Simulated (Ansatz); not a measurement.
**Geometry relaxation, with input and output: InAs (part 1 of 3)**

The run: geometry relaxation of InAs (interface cell, 24 atoms in the cell). Method and program: DFT PBE, scalar-relativistic, plane waves, PAW, no spin polarisation (Ansatz 0.2.0).

The structure derives from an entry of the Crystallography Open Database. It belongs to a series of runs on one base structure; here: symmetric tilt boundary Sigma 3 (1 1 1), mirror between the next planes, shift [0, 0].

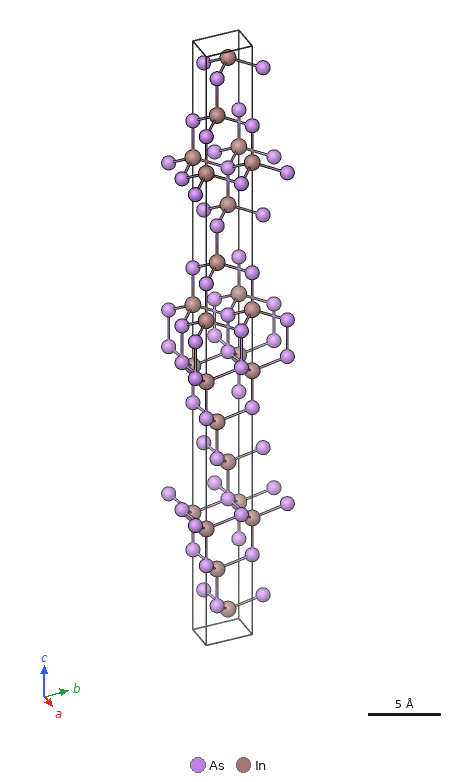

*The input geometry (ball-and-stick view of the cell of the calculation, seen slightly off an axis; bonded neighbours outside the cell are drawn too).*

Near neighbours in the crystal (not all of them lie inside the picture): As has 4 In at 2.68 Å; In has 3 As at 2.68 Å and 1 In at 2.69 Å; In has 4 As at 2.68 Å; As has 1 As at 2.67 Å and 3 In at 2.68 Å.

### Key numbers

| quantity | value |
| --- | --- |
| outcome | converged |
| electrons treated | 336 |
| free energy | −125452.6501 eV |
| Fermi energy | 7.451 eV |
| gap on the k-point mesh | none (metallic) |
| final volume | 711.59 Å³ |
| largest force (length of the vector) at the end | 0.005 eV/Å |
| hardware | 2 threads of AMD EPYC (Zen 5), 32 GiB of memory available, shared host |
| wall time | 8.4 min (CPU time 17 min) |
| peak memory | 3 GiB |

### Input file
```yaml
crystal:
  lattice:
    - [4.3743937308, 0.0, 0.0]
    - [-2.1871968654, 3.788336097, 0.0]
    - [0.0, 0.0, 42.8601302979]
  atoms:
    - { symbol: As, position: [0.6666666667, 0.3333333333, 0.0521666667] }
    - { symbol: In, position: [0.3333333333, 0.6666666667, 0.0313333333] }
    - { symbol: In, position: [0.6666666667, 0.3333333333, 0.1146666667] }
    - { symbol: As, position: [0.0, 0.0, 0.1355] }
    - { symbol: In, position: [0.0, 0.0, 0.198] }
    - { symbol: As, position: [0.6666666667, 0.3333333333, 0.3021666667] }
    - { symbol: As, position: [0.3333333333, 0.6666666667, 0.2188333333] }
    - { symbol: In, position: [0.3333333333, 0.6666666667, 0.2813333333] }
    - { symbol: In, position: [0.6666666667, 0.3333333333, 0.3646666667] }
    - { symbol: As, position: [0.0, 0.0, 0.3855] }
    - { symbol: In, position: [0.0, 0.0, 0.448] }
    - { symbol: As, position: [0.3333333333, 0.6666666667, 0.4688333333] }
    - { symbol: As, position: [0.6666666667, 0.3333333333, 0.9478333333] }
    - { symbol: In, position: [0.3333333333, 0.6666666667, 0.9686666667] }
    - { symbol: In, position: [0.6666666667, 0.3333333333, 0.8853333333] }
    - { symbol: As, position: [0.0, 0.0, 0.8645] }
    - { symbol: In, position: [0.0, 0.0, 0.802] }
    - { symbol: As, position: [0.6666666667, 0.3333333333, 0.6978333333] }
    - { symbol: As, position: [0.3333333333, 0.6666666667, 0.7811666667] }
    - { symbol: In, position: [0.3333333333, 0.6666666667, 0.7186666667] }
    - { symbol: In, position: [0.6666666667, 0.3333333333, 0.6353333333] }
    - { symbol: As, position: [0.0, 0.0, 0.6145] }
    - { symbol: In, position: [0.0, 0.0, 0.552] }
    - { symbol: As, position: [0.3333333333, 0.6666666667, 0.5311666667] }
basis:
  ecutwfc: 420
kpoints:
  mp_grid: { grid: [12, 12, 1] }
hamiltonian:
  xc: pbe
scf:
  occupations: { method: gaussian, width: 0.1 }
output:
  forces: true
  stress: true
  eigenvalues: true
  populations: true
  write_density: true
  write_potential: true
  elf: true
  volumetric_format: npy
relax:
  adjacent_minimum: "off"
  f_tol: 0.02
  max_steps: 60
  cell: { fix: [a, b, alpha, beta, gamma], stress_tol: 0.1 }
```

Command:
```bash
ansatz run input.yaml --threads 2 --pin off --max-ram 5120MiB --backend cpu --events-out ev --progress --plain --runs-dir out
```

### Output
```
Engine: ansatz 0.2.0, x86_64-unknown-linux-gnu
Pseudopotentials: kind: paw
Pseudopotential: As, paw, valence charge 15, recommended cutoff 420 eV (normal), As.paw.azcp
Pseudopotential: In, paw, valence charge 13, recommended cutoff 420 eV (normal), In.paw.azcp
Functional definition: PBE
  parameter kappa = 0.804
  parameter beta = 0.06672455060314922
  exchange = pbe_x(kappa = kappa, mu = beta*pi^2/3)
  correlation = pbe_c(beta = beta)
Crystal: 24 atoms, lattice volume = 710.264 Å³
Basis set: ecut = 420 eV, 13961 PW (Γ), exchange–correlation on 60×60×576 points (8 copies of the dense FFT grid, shifted against one another)
Bands: 202, of which v1, the nominal top of the filled ones, is band 168 counted from 1 (167 counted from 0)
Symmetry: 12 space group operations
Space group: P-6m2 (ITA 187), of the structure as read, at distance tolerance 8.9e-5 Å
k-points: 19 of 144 (time reversal used)
Non-local potential: As, projectors of the file, l = 0: 2, l = 1: 2, l = 2: 3, l = 3: 1
Non-local potential: In, projectors of the file, l = 0: 2, l = 1: 2, l = 2: 2, l = 3: 2
PAW form: soft (Blöchl's): semilocal exchange-correlation on the pseudo side does not see the compensation charge
PAW one-centre angular grid: As, 590 points (default); XC on 64 Gauss nodes
PAW one-centre angular grid: In, 590 points (default); XC on 64 Gauss nodes
Initial density: superposition of atomic densities (neutral atoms: chi_scale 0, normalization atom), corrected by the library's trained network
Initial wavefunctions: pseudopotential atomic-orbital guess
Functional: x = pbe(κ = 0.804, μ = 0.2195149727645171), c = pbe(β = 0.06672455060314922)
SCF iter   1: F=—  HF=-125452.605191 eV  |F-HF|=—  |Δ(HF+E_count)|=         —  Δρ=3.04e-3  dr2=4.74e0  ethr=1.77e-3  ⟨swp⟩=5.9  Hψ=14695  notcnv=0  defer=43
preconditioner: auto → LDOS  [insulator: Δε(μ)=0.147 eV  Ē_g=13.581 eV  σ=0.100 eV  W_gap=0.63  n_scr=170 (ndim 8)  ℏωp=20.5 eV  f_vac=0.120  D(μ)=0.93/eV (n_scr^D=6)  ε∞_Penn≈3.3  β→1.0]
SCF iter   2: F=—  HF=-125455.268492 eV  |F-HF|=—  |Δ(HF+E_count)|=    2.66e0  Δρ=1.66e-2  dr2=3.58e2  ethr=1.41e-3  ⟨swp⟩=2.1  Hψ=4598  notcnv=0  defer=517  recentre
SCF iter   3: F=—  HF=-125452.553506 eV  |F-HF|=—  |Δ(HF+E_count)|=    2.71e0  Δρ=2.43e-3  dr2=3.90e0  ethr=1.41e-3  ⟨swp⟩=1.7  Hψ=4490  notcnv=0  defer=55
SCF iter   4: F=—  HF=-125452.481634 eV  |F-HF|=—  |Δ(HF+E_count)|=   7.19e-2  Δρ=1.54e-3  dr2=1.10e0  ethr=1.16e-3  ⟨swp⟩=1.2  Hψ=4432  notcnv=0  defer=72
SCF iter   5: F=—  HF=-125452.459403 eV  |F-HF|=—  |Δ(HF+E_count)|=   2.22e-2  Δρ=5.27e-4  dr2=1.11e-1  ethr=3.27e-4  ⟨swp⟩=1.4  Hψ=3364  notcnv=0  defer=88
SCF iter   6: F=—  HF=-125452.457585 eV  |F-HF|=—  |Δ(HF+E_count)|=   1.82e-3  Δρ=1.59e-4  dr2=2.47e-3  ethr=3.31e-5  ⟨swp⟩=1.1  Hψ=4428  notcnv=0  defer=224
SCF iter   7: F=—  HF=-125452.457485 eV  |F-HF|=—  |Δ(HF+E_count)|=   9.99e-5  Δρ=6.59e-5  dr2=1.09e-4  ethr=7.34e-7  ⟨swp⟩=1.2  Hψ=3362  notcnv=0  defer=224
SCF iter   8: F=—  HF=-125452.457493 eV  |F-HF|=—  |Δ(HF+E_count)|=   8.03e-6  Δρ=3.00e-5  dr2=6.36e-4  ethr=3.25e-8  ⟨swp⟩=2.0  Hψ=4273  notcnv=0  defer=224
SCF iter   9: F=—  HF=-125452.457490 eV  |F-HF|=—  |Δ(HF+E_count)|=   3.02e-6  Δρ=1.95e-5  dr2=4.33e-4  ethr=3.25e-8  ⟨swp⟩=1.2  Hψ=3372  notcnv=0  defer=224
SCF iter  10: F=—  HF=-125452.457482 eV  |F-HF|=—  |Δ(HF+E_count)|=   7.63e-6  Δρ=1.25e-5  dr2=1.06e-4  ethr=3.25e-8  ⟨swp⟩=1.0  Hψ=3355  notcnv=0  defer=224
SCF iter  11: F=—  HF=-125452.457485 eV  |F-HF|=—  |Δ(HF+E_count)|=   2.20e-6  Δρ=3.25e-6  dr2=5.76e-6  ethr=3.15e-8  ⟨swp⟩=1.0  Hψ=3355  notcnv=0  defer=224
SCF iter  12: F=—  HF=-125452.457801 eV  |F-HF|=—  |Δ(HF+E_count)|=   3.16e-4  Δρ=9.25e-7  dr2=9.59e-8  ethr=2.98e-11  ⟨swp⟩=12.4  Hψ=28013  notcnv=0
SCF iter  13: F=-125452.457801 eV  HF=-125452.457801 eV  |F-HF|=9.31e-10  |Δ(HF+E_count)|=  6.11e-10  Δρ=3.64e-7  dr2=1.97e-9  ethr=2.85e-11  ⟨swp⟩=5.7  Hψ=18683  notcnv=0
SCF 1 converged in 13 iterations: F = -125452.457801 eV  dr2 = 1.97e-9
  greatest PAW one-centre occupation: 0.999 electrons in one spin orbital (limit 2), on the As atom at site 23 (counted from 0), in its partial waves of l = 2
relax step   1: F+E_penalty+E_count = -125452.45780087 eV  Δ(F+E_penalty+E_count) = +0.000e0 eV  max|allowed force component| = 8.727e-1 eV/Å  Δτ_max = 0.0000 Å  P = +0.378 GPa  Ω = 710.264 Å³  fix = [a, b, alpha, beta, gamma]  reactions: a +0.603, b +0.603 GPa  (13 SCF iters, dr2 threshold 1.00e-7 eV, accepted)
Crystal: 24 atoms, lattice volume = 714.223 Å³
Basis set: ecut = 420 eV, 14083 PW (Γ), exchange–correlation on 60×60×576 points (8 copies of the dense FFT grid, shifted against one another)
Initial density: handed on by an earlier stage of this run
Initial wavefunctions: those handed on with the density
iter 1 solved again at ethr=2.58e-4 eV; its pass at ethr=3.10e-3 eV (dr2=8.66e-1 eV) is discarded
SCF iter   1: F=—  HF=-125452.605951 eV  |F-HF|=—  |Δ(HF+E_count)|=         —  Δρ=6.73e-3  dr2=8.63e-1  ethr=2.58e-4  ⟨swp⟩=3.2  Hψ=14952  notcnv=0
preconditioner: auto → LDOS  [metal: Δε(μ)=0.031 eV  Ē_g=13.543 eV  σ=0.100 eV  W_gap=0.17  n_scr=170 (ndim 8)  ℏωp=20.4 eV  f_vac=0.113  D(μ)=3.04/eV (n_scr^D=12)  β→1.0]
SCF iter   2: F=—  HF=-125452.587359 eV  |F-HF|=—  |Δ(HF+E_count)|=   1.86e-2  Δρ=3.25e-3  dr2=1.43e-1  ethr=2.57e-4  ⟨swp⟩=3.5  Hψ=7189  notcnv=0  defer=26
SCF iter   3: F=—  HF=-125452.553997 eV  |F-HF|=—  |Δ(HF+E_count)|=   3.34e-2  Δρ=1.25e-3  dr2=4.34e-2  ethr=4.25e-5  ⟨swp⟩=2.0  Hψ=6344  notcnv=0  defer=202
SCF iter   4: F=—  HF=-125452.547483 eV  |F-HF|=—  |Δ(HF+E_count)|=   6.51e-3  Δρ=4.34e-4  dr2=2.89e-3  ethr=1.29e-5  ⟨swp⟩=2.1  Hψ=5374  notcnv=0  defer=202
SCF iter   5: F=—  HF=-125452.546902 eV  |F-HF|=—  |Δ(HF+E_count)|=   5.81e-4  Δρ=1.40e-4  dr2=4.16e-4  ethr=8.59e-7  ⟨swp⟩=2.0  Hψ=5197  notcnv=0  defer=202
SCF iter   6: F=—  HF=-125452.547184 eV  |F-HF|=—  |Δ(HF+E_count)|=   2.82e-4  Δρ=8.31e-5  dr2=1.40e-4  ethr=1.24e-7  ⟨swp⟩=2.1  Hψ=5271  notcnv=0  defer=127
SCF iter   7: F=—  HF=-125452.547205 eV  |F-HF|=—  |Δ(HF+E_count)|=   2.06e-5  Δρ=6.02e-5  dr2=9.39e-5  ethr=4.17e-8  ⟨swp⟩=2.0  Hψ=5036  notcnv=0  defer=127
SCF iter   8: F=—  HF=-125452.547192 eV  |F-HF|=—  |Δ(HF+E_count)|=   1.23e-5  Δρ=1.52e-5  dr2=5.23e-6  ethr=2.79e-8  ⟨swp⟩=2.0  Hψ=5055  notcnv=0  defer=110
SCF iter   9: F=-125452.547192 eV  HF=-125452.547192 eV  |F-HF|=2.55e-7  |Δ(HF+E_count)|=   3.77e-7  Δρ=3.56e-6  dr2=3.57e-7  ethr=7.14e-10  ⟨swp⟩=15.3  Hψ=34905  notcnv=0
SCF 2 converged in 9 iterations: F = -125452.547192 eV  dr2 = 3.57e-7
[... from here on the iterations of each SCF are left out, up to the last one ...]
relax step   2: F+E_penalty+E_count = -125452.54719167 eV  Δ(F+E_penalty+E_count) = -8.939e-2 eV  max|allowed force component| = 5.440e-1 eV/Å  Δτ_max = 0.1909 Å  P = +0.247 GPa  Ω = 714.223 Å³  energy of the carried Pulay correction = -7.660e-4 eV  fix = [a, b, alpha, beta, gamma]  reactions: a +0.357, b +0.357 GPa  (9 SCF iters, dr2 threshold 2.40e-6 eV, accepted)
Crystal: 24 atoms, lattice volume = 712.508 Å³
Basis set: ecut = 420 eV, 14069 PW (Γ), exchange–correlation on 60×60×576 points (8 copies of the dense FFT grid, shifted against one another)
preconditioner: auto → LDOS  [metal: Δε(μ)=0.016 eV  Ē_g=13.526 eV  σ=0.100 eV  W_gap=0.09  n_scr=170 (ndim 8)  ℏωp=20.4 eV  f_vac=0.111  D(μ)=4.00/eV (n_scr^D=12)  β→1.0]
SCF 3 converged in 8 iterations: F = -125452.641028 eV  dr2 = 3.68e-7
  Residual-converged pass: ⟨swp⟩=1.0  Hψ=3914  notcnv=0  max |occ|·‖R‖ = 7.0e-9 eV (tolerance 1.0e-8 eV)  dr2=3.68e-7  dr2_onsite=4.52e-9  max |Δocc| = 4.1e-11
relax step   3: F+E_penalty+E_count = -125452.64102815 eV  Δ(F+E_penalty+E_count) = -9.384e-2 eV  max|allowed force component| = 1.829e-1 eV/Å  Δτ_max = 0.0716 Å  P = +0.254 GPa  Ω = 712.508 Å³  energy of the carried Pulay correction = -4.347e-4 eV  fix = [a, b, alpha, beta, gamma]  reactions: a +0.481, b +0.481 GPa  (8 SCF iters, dr2 threshold 2.40e-6 eV, accepted)
Crystal: 24 atoms, lattice volume = 711.634 Å³
Basis set: ecut = 420 eV, 14033 PW (Γ), exchange–correlation on 60×60×576 points (8 copies of the dense FFT grid, shifted against one another)
preconditioner: auto → LDOS  [metal: Δε(μ)=0.022 eV  Ē_g=13.531 eV  σ=0.100 eV  W_gap=0.13  n_scr=170 (ndim 8)  ℏωp=20.5 eV  f_vac=0.111  D(μ)=3.84/eV (n_scr^D=12)  β→1.0]
SCF 4 converged in 6 iterations: F = -125452.649592 eV  dr2 = 1.68e-6
relax step   4: F+E_penalty+E_count = -125452.64959177 eV  Δ(F+E_penalty+E_count) = -8.564e-3 eV  max|allowed force component| = 3.229e-2 eV/Å  Δτ_max = 0.0233 Å  P = +0.304 GPa  Ω = 711.634 Å³  energy of the carried Pulay correction = -2.656e-4 eV  fix = [a, b, alpha, beta, gamma]  reactions: a +0.484, b +0.484 GPa  (6 SCF iters, dr2 threshold 2.09e-6 eV, accepted)
Crystal: 24 atoms, lattice volume = 711.588 Å³
preconditioner: auto → LDOS  [metal: Δε(μ)=0.032 eV  Ē_g=13.528 eV  σ=0.100 eV  W_gap=0.18  n_scr=170 (ndim 8)  ℏωp=20.5 eV  f_vac=0.111  D(μ)=4.04/eV (n_scr^D=12)  β→1.0]
SCF 5 converged in 6 iterations: F = -125452.649875 eV  dr2 = 8.65e-9
relax step   5: F+E_penalty+E_count = -125452.64987480 eV  Δ(F+E_penalty+E_count) = -2.830e-4 eV  max|allowed force component| = 5.429e-3 eV/Å  Δτ_max = 0.0040 Å  P = +0.309 GPa  Ω = 711.588 Å³  energy of the carried Pulay correction = -2.566e-4 eV  fix = [a, b, alpha, beta, gamma]  reactions: a +0.471, b +0.471 GPa  (6 SCF iters, dr2 threshold 6.52e-8 eV, accepted)
Initial wavefunctions: pseudopotential atomic-orbital guess (no wavefunctions were taken with the density)
iter 1 solved again at ethr=4.04e-7 eV; its pass at ethr=3.10e-3 eV (dr2=1.36e-3 eV) is discarded
SCF iter   1: F=—  HF=-125452.649805 eV  |F-HF|=—  |Δ(HF+E_count)|=         —  Δρ=6.91e-6  dr2=4.67e-8  ethr=4.04e-7  ⟨swp⟩=2.5  Hψ=22280  notcnv=0
eigensolver tolerance schedule: the retry pair's looser diagonalisation over-reported the residual by 29038.90 of it (diagonalisation noise at an unbounded share of the residual, at the tolerance the schedule requests for it); recorded, not acted on — ethr = c·dr2/N_el stays at c = 1.0e-1
preconditioner: auto → LDOS  [metal: Δε(μ)=0.033 eV  Ē_g=13.528 eV  σ=0.100 eV  W_gap=0.18  n_scr=170 (ndim 8)  ℏωp=20.5 eV  f_vac=0.111  D(μ)=4.06/eV (n_scr^D=12)  β→1.0]
SCF iter   2: F=—  HF=-125452.650134 eV  |F-HF|=—  |Δ(HF+E_count)|=   3.29e-4  Δρ=3.15e-6  dr2=3.45e-8  ethr=1.39e-11  ⟨swp⟩=3.8  Hψ=10236  notcnv=0
SCF iter   3: F=—  HF=-125452.650134 eV  |F-HF|=—  |Δ(HF+E_count)|=   7.59e-8  Δρ=7.31e-7  dr2=2.11e-9  ethr=1.03e-11  ⟨swp⟩=2.0  Hψ=6845  notcnv=0
SCF iter   4: F=-125452.650134 eV  HF=-125452.650134 eV  |F-HF|=6.08e-9  |Δ(HF+E_count)|=   4.91e-8  Δρ=2.85e-7  dr2=5.82e-10  ethr=1.00e-12  ⟨swp⟩=8.8  Hψ=20447  notcnv=0
SCF 6 converged in 4 iterations: F = -125452.650134 eV  dr2 = 5.82e-10
relax step   6: F+E_penalty+E_count = -125452.65013391 eV  Δ(F+E_penalty+E_count) = -2.591e-4 eV  max|allowed force component| = 5.429e-3 eV/Å  Δτ_max = 0.0000 Å  P = +0.309 GPa  Ω = 711.588 Å³  fix = [a, b, alpha, beta, gamma]  reactions: a +0.471, b +0.471 GPa  stress off target by 1.44e-2 GPa on what of the cell is left free  SCF on the basis re-selected at this cell (its energy is not comparable with the rows above)  (4 SCF iters)
```

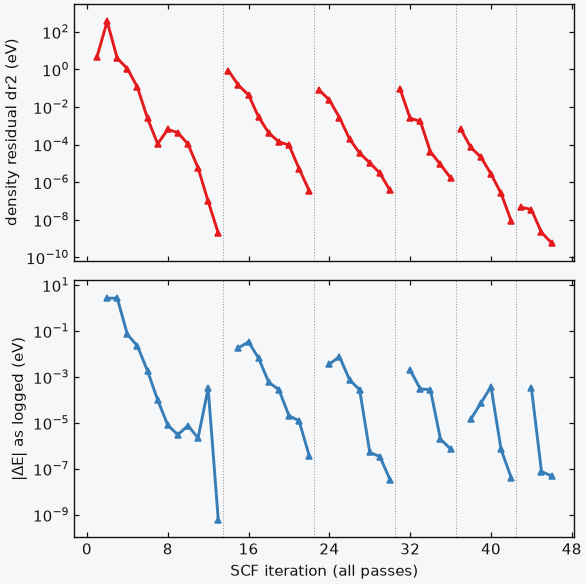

*Convergence of the self-consistent field: density residual dr2 and size of the energy change against the SCF iteration. The dotted lines part the SCF passes of the relaxation: geometry steps, rejected trials and re-solves on a re-selected basis.*

The 6 passes take 4 to 13 iterations each, 46 in all.

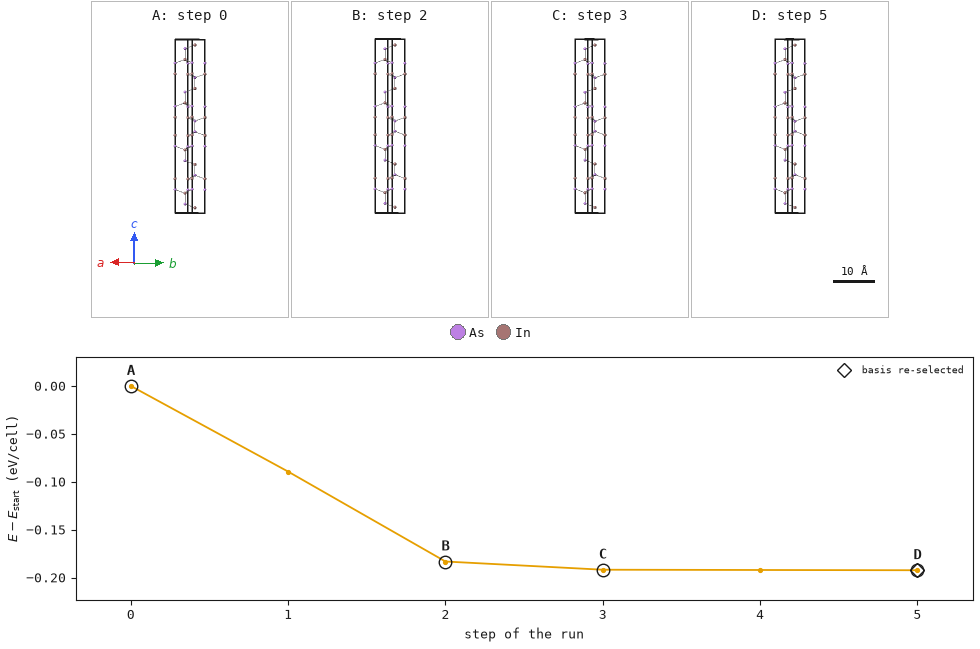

*Frames of the relaxation (ball-and-stick view of the cell of the calculation, seen at an oblique angle) above the curves, on which the letters mark them (the first geometry is step 0 here and step 1 in the log).*

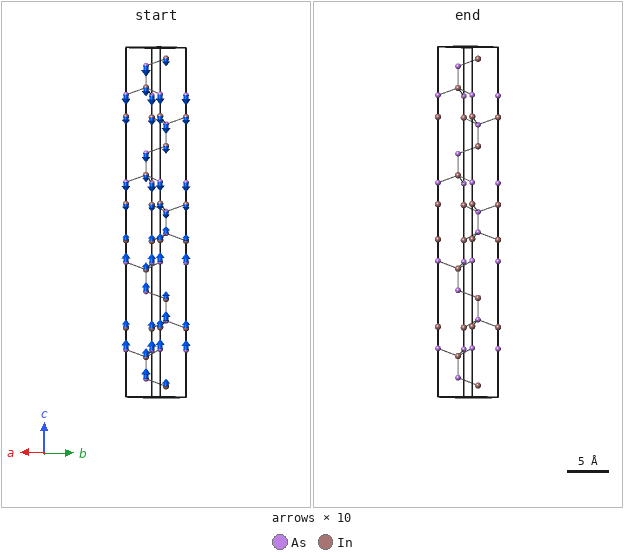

*Before (left) and after (right) the relaxation, at one scale (ball-and-stick view of the cell of the calculation, seen at an oblique angle). The blue arrows give the displacements, magnified 10 times.*

The largest moves relative to the cell, 0.14 Å, are those of As1 and As13. Largest moves by element: As 0.14 Å, In 0.11 Å. The drawn cell changes as follows: a = b stay at 4.374 Å, c 42.860 → 42.940 Å (+0.2 %); the volume changes by +0.2 %. Among the contacts that change: In2–In14 2.686 → 2.878 Å, As12–As24 2.672 → 2.497 Å, As10–In11 2.679 → 2.648 Å, As13–In15 2.679 → 2.656 Å. The energy falls by 0.192 eV per cell of the calculation in 4 geometry steps. Largest force component: 0.87 eV/Å at the start, 0.0054 eV/Å at the end. The pressure goes from 0.38 to 0.31 GPa. A last SCF at the same geometry on a re-selected plane-wave basis shifts the energy by −0.3 meV per cell of the calculation. (Atoms are counted from 1 in the order of the input.)
